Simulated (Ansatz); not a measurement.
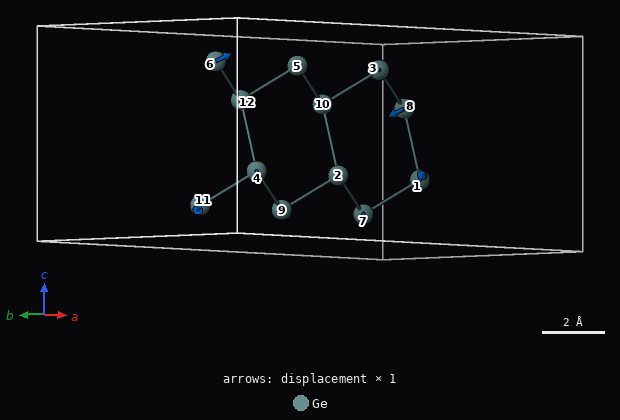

This is a relaxation of a wire of composition Ge. The starting structure is drawn; blue arrows show the displacements (the part carried along by the change of the cell is left out), at their true length.

The picture is a ball-and-stick view of the cell of the calculation, with the vacuum cut short, seen from a free direction.

Case: armchair ribbon, 6 formula units a period.

Level of theory: DFT PBE, scalar-relativistic, plane waves, PAW (Ansatz 0.2.0).

Input
```yaml
crystal:
  lattice:
    - [19.1, 0.0, 0.0]
    - [0.0, 10.0, 0.0]
    - [0.0, 0.0, 7.0041111797]
  atoms:
    - { symbol: Ge, position: [0.7646482641, 0.4661011531, 0.3333333333] }
    - { symbol: Ge, position: [0.5529296528, 0.4661011531, 0.3333333333] }
    - { symbol: Ge, position: [0.6587889584, 0.4661011531, 0.8333333333] }
    - { symbol: Ge, position: [0.3412110416, 0.4661011531, 0.3333333333] }
    - { symbol: Ge, position: [0.4470703472, 0.4661011531, 0.8333333333] }
    - { symbol: Ge, position: [0.2353517359, 0.4661011531, 0.8333333333] }
    - { symbol: Ge, position: [0.6587889584, 0.5338988469, 0.1666666667] }
    - { symbol: Ge, position: [0.7646482641, 0.5338988469, 0.6666666667] }
    - { symbol: Ge, position: [0.4470703472, 0.5338988469, 0.1666666667] }
    - { symbol: Ge, position: [0.5529296528, 0.5338988469, 0.6666666667] }
    - { symbol: Ge, position: [0.2353517359, 0.5338988469, 0.1666666667] }
    - { symbol: Ge, position: [0.3412110416, 0.5338988469, 0.6666666667] }
basis:
  ecutwfc: 420
kpoints:
  mp_grid: { grid: [1, 1, 8] }
hamiltonian:
  xc: pbe
scf:
  occupations: { method: gaussian, width: 0.05 }
output:
  forces: true
  stress: true
  eigenvalues: true
  populations: true
  write_density: true
  write_potential: true
  elf: true
  volumetric_format: npy
relax:
  adjacent_minimum: "off"
  f_tol: 0.02
  max_steps: 45
  cell: { fix: [a, b, alpha, beta, gamma], stress_tol: 0.03 }
```

Command:
```bash
ansatz run input.yaml --threads 4 --pin off --max-ram 11264MiB --backend cpu --events-out ev --progress --plain --runs-dir out
```

Describe the change and its energy.

Over 7 accepted moves (9 points after the start) the energy falls by 0.579 eV per cell of the calculation. The largest force component goes from 0.35 to 0.0032 eV/Å. The line search rejected the trial step at point 4 of the run. At 1 point the geometry stayed and the basis and grid were re-selected for the new cell (energy shift of 0.4 meV per cell of the calculation at most each time). The largest moves relative to the centre of the atoms, 0.62 Å, are those of Ge1, Ge6, Ge8 and Ge11. Along the periodic axis the drawn cell goes c 7.004 → 6.929 Å (−1.1 %). Among the contacts that change: Ge3–Ge7 2.431 → 2.495 Å, Ge1–Ge8 2.431 → 2.383 Å, Ge1–Ge7 2.431 → 2.478 Å, Ge2–Ge9 2.431 → 2.411 Å. Bond angles that change, for instance: Ge7–Ge1–Ge8 112.5° → 95.2°, Ge9–Ge4–Ge11 112.5° → 100.0°, Ge2–Ge9–Ge4 112.5° → 116.7°. Cost: 3.5 min on 4 threads of Intel(R) Xeon(R) Platinum 8259CL CPU @ 2.50GHz (Skylake/Cascade Lake), with other jobs on the host, peak memory 3.2 GiB.
